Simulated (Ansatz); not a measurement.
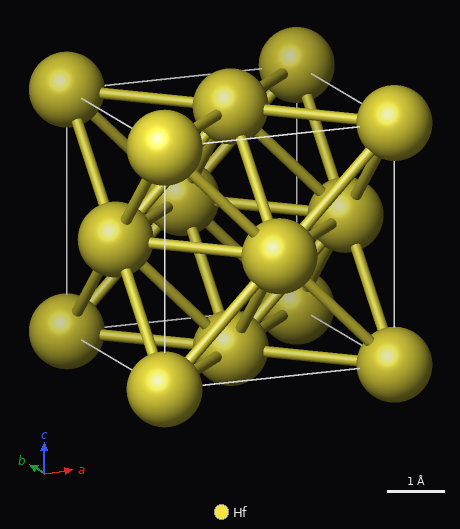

This is a symmetric starting cell of Hf. Style: ball-and-stick. Shown: the conventional cell (4 times the calculation's cell), slightly off an axis. Lengths and directions refer to the drawn axes.

Method: DFT PBEsol, scalar-relativistic, plane waves, PAW (Ansatz). Set-up: plane-wave cutoff 420 eV; k-point mesh 15 × 14 × 15; occupations gaussian; smearing width 0.1 eV; no spin polarisation.

The variant: The cell is strained by −4.7 % along [1 −1 1] and +1.3 % across it (volume −2.2 %), the atoms keeping their fractional coordinates. No relaxation follows. The starting cell wasn't computed here and needn't be at equilibrium, so pressure and forces aren't due to the change alone.

What is the effect?

Answer. The pressure is 1.1 GPa (not all of it need come from the change, since the unchanged cell can be under pressure at this level too). The principal stresses (compression positive) are 6.8 GPa along [1 −1 1] and −1.8 GPa across it. All forces vanish by symmetry. Among the bonded contacts that change: Hf–Hf 3.140 → 3.056 to 3.180 Å. The space group (tolerance 0.01 Å) goes from Fm-3m (No. 225) to R-3m (No. 166).

Drawn alike, the variant:

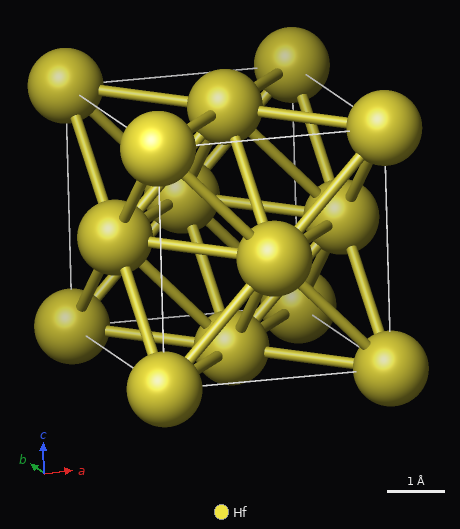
